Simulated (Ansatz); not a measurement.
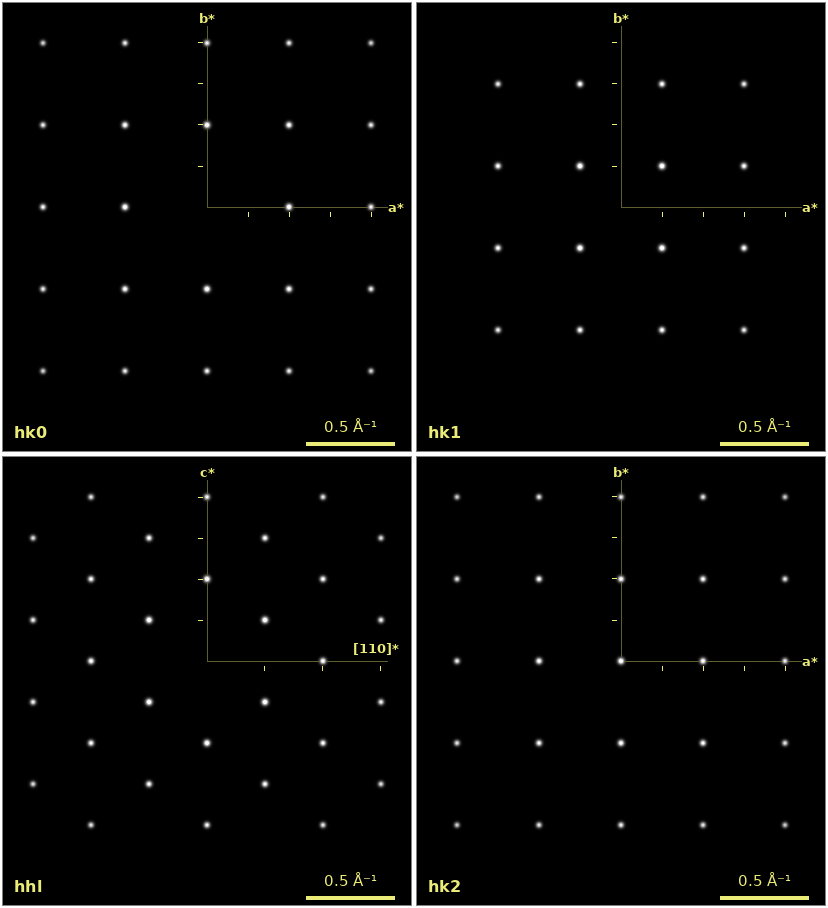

Four undistorted layers of reciprocal space, calculated for a single crystal (X-rays, kinematic |F|², B = 0.5 Å²). Tick marks count the reciprocal lattice steps of the conventional cell along each axis.

Question: What cell do the layers give?

Answer: a* = 0.234, b* = 0.234, c* = 0.234 Å⁻¹; the cell is cubic with a = 4.26 Å.

Question: Which reflection conditions do the layers show?

Answer: Reflections are present only under these conditions. hkl: h + k = 2n, h + l = 2n; hk0: h = 2n, k = 2n; hhl: h + l = 2n; h00: h = 2n. The lattice is face-centred (F).

Question: Which space groups fit?

Answer: The intensities have Laue symmetry m-3m (the hk0 layer shows 4mm, hk1 shows 4mm). With these conditions the candidates are F432 (No. 209), F-43m (No. 216), Fm-3m (No. 225). Diffraction geometry alone does not choose among them; the structure has Fm-3m. The compound is Ta. Structure: coordinates from a relaxation with DFT, BLYP, plane waves (420 eV) with PAW, scalar-relativistic (Ansatz 0.2.0); the starting structure was generated, so it need not be a known form of this composition.
